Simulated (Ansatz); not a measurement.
# Calculations on Ta$_{4}$N$_{3}$

### Relaxation

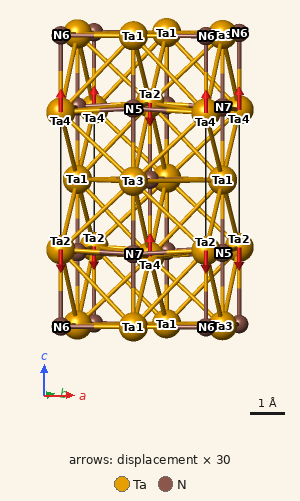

This is a relaxation of crystalline Ta4N3 (set up in I4/mmm) (coarse preliminary run). The starting structure is drawn; red arrows show the displacements (the part carried along by the change of the cell is left out), magnified 30 times.

A ball-and-stick model of the conventional cell (2 times the calculation's cell), seen from a free direction. Lengths and directions refer to the drawn axes.

All numbers below come from Ansatz 0.2.0, DFT PBEsol, scalar-relativistic, plane waves, PAW. Set-up: plane-wave cutoff 420 eV; k-point mesh 6 × 6 × 6; occupations gaussian; smearing width 0.1 eV; no spin polarisation; cell and atoms relaxed; force threshold 0.05 eV/Å; at most 80 steps.

Question: Which element moves most?

Answer: Tantalum: up to 0.023 Å, against 0.000 Å for nitrogen.

Question: What did the optimiser do to the structure, and how much energy did it gain?

Answer: The largest moves relative to the cell, 0.023 Å, are those of Ta2 and Ta4. Ta4 goes along +c. N stays in place. The volume changes by −3.1 %, with a = b 4.406 → 4.357 Å (−1.1 %), c 8.621 → 8.547 Å (−0.9 %). Some distances before and after: Ta1–Ta2 3.167 → 3.119 Å, Ta2–N6 2.274 → 2.231 Å, Ta2–Ta4 3.125 → 3.087 Å, Ta1–Ta3 3.116 → 3.081 Å. The space group stays I4/mmm (No. 139). After 3 accepted moves (4 points after the start) the energy has fallen by 12.5 meV per atom. Largest force component: 0.22 eV/Å at the start, 0.0013 eV/Å at the end. The pressure goes from −9.81 to −0.09 GPa. At 1 point the geometry stayed and the basis and grid were re-selected for the new cell (energy shift of 0.8 meV per atom at most each time). The run took 4.8 s on 2 threads of AMD EPYC 9R45 96-Core Processor (Zen 5), with other jobs on the host, peak memory 0.47 GiB.

### Scan

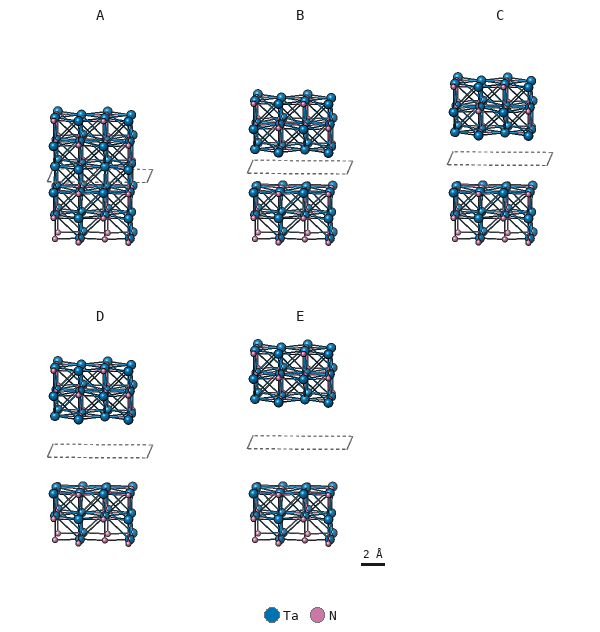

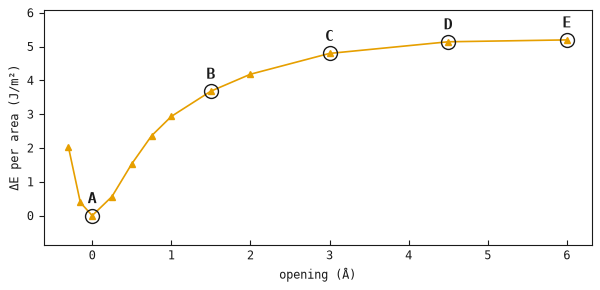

Energy scan for a crystal of Ta$_{4}$N$_{3}$ (I4/mmm), in which the crystal is pulled apart rigidly along the normal of the (0 0 1) plane of the conventional cell, at a cut between a plane of N/Ta below and one of N/Ta above, 2.04 Å apart. One cut stands in each cell, which starts 8.5 Å high; nothing is relaxed, and the dashed outline marks the cut. The lettered frames are marked on the plot. Style: ball-and-stick. Shown: the layers on both sides of the cut, from the side, nearly along the cut plane.

The calculation used DFT PBEsol, scalar-relativistic, plane waves, PAW in Ansatz. Set-up: plane-wave cutoff 420 eV; k-point mesh 9 × 9 × 5; occupations gaussian; smearing width 0.15 eV; no spin polarisation. Energies (free energies at the smearing named) are counted from the relaxed crystal.

What does the scan show?

Answer. At the widest opening, 6.00 Å, the energy has risen by 5.20 J/m², where the curve has levelled off: this is the ideal work of separation, the sum of the two unrelaxed surface energies of a slab 8.5 Å thick. The steepest rise lies between 0.25 Å and 0.50 Å, with a mean traction of about 39 GPa. Pressing the cut together by 0.30 Å costs 2.02 J/m².

### Scan

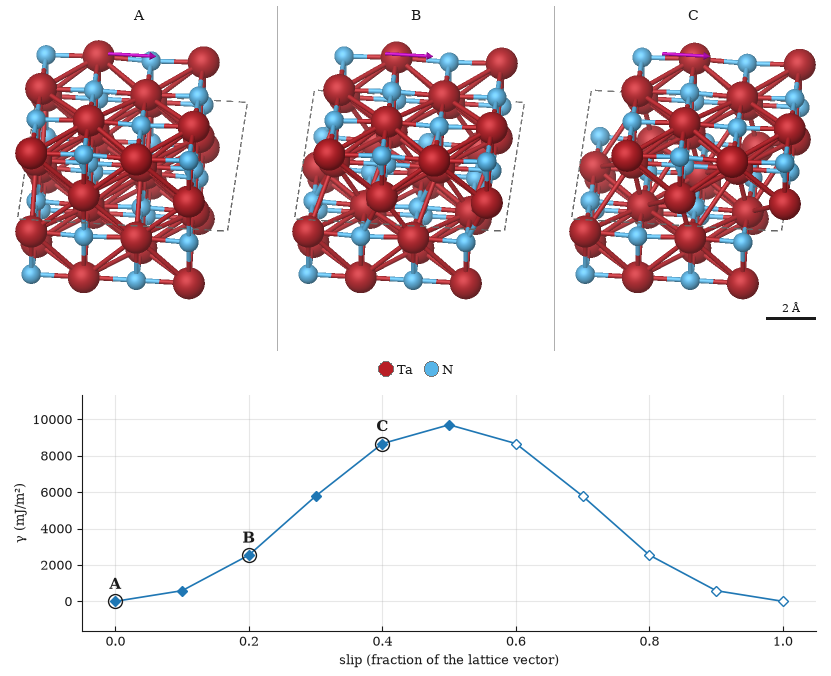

A scan of a crystal of Ta4N3 (I4/mmm): the crystal above a cut along the (0 0 1) plane of the conventional cell (between a plane of N/Ta below and one of N/Ta above, 2.04 Å apart) is slid rigidly by fractions of an in-plane lattice vector 4.36 Å long (a generalised stacking fault). One cut stands in each cell, which starts 8.5 Å high; nothing is relaxed, and the dashed outline marks the cut, the arrow on top the direction of slip. The lettered frames are marked on the plot. Hollow markers are points alike by symmetry, not computed again. Style: ball-and-stick. Shown: the layers on both sides of the cut, obliquely from above.

These are results of Ansatz, DFT PBEsol, scalar-relativistic, plane waves, PAW, not measurements. Set-up: plane-wave cutoff 420 eV; k-point mesh 9 × 9 × 5; occupations gaussian; smearing width 0.15 eV; no spin polarisation. Energies (free energies at the smearing named) are counted from the relaxed crystal.

> Read off the main features of the energy profile.

The curve starts and ends at zero, since a full lattice vector restores the crystal. Its highest computed point is 9700 mJ/m² at slip 0.50, which the unstable stacking-fault energy of this rigid path equals or slightly exceeds. No local minimum shows among the points, so there is no metastable fault on this line. The path is symmetric about half-way. Relaxation across the fault would lower the values.
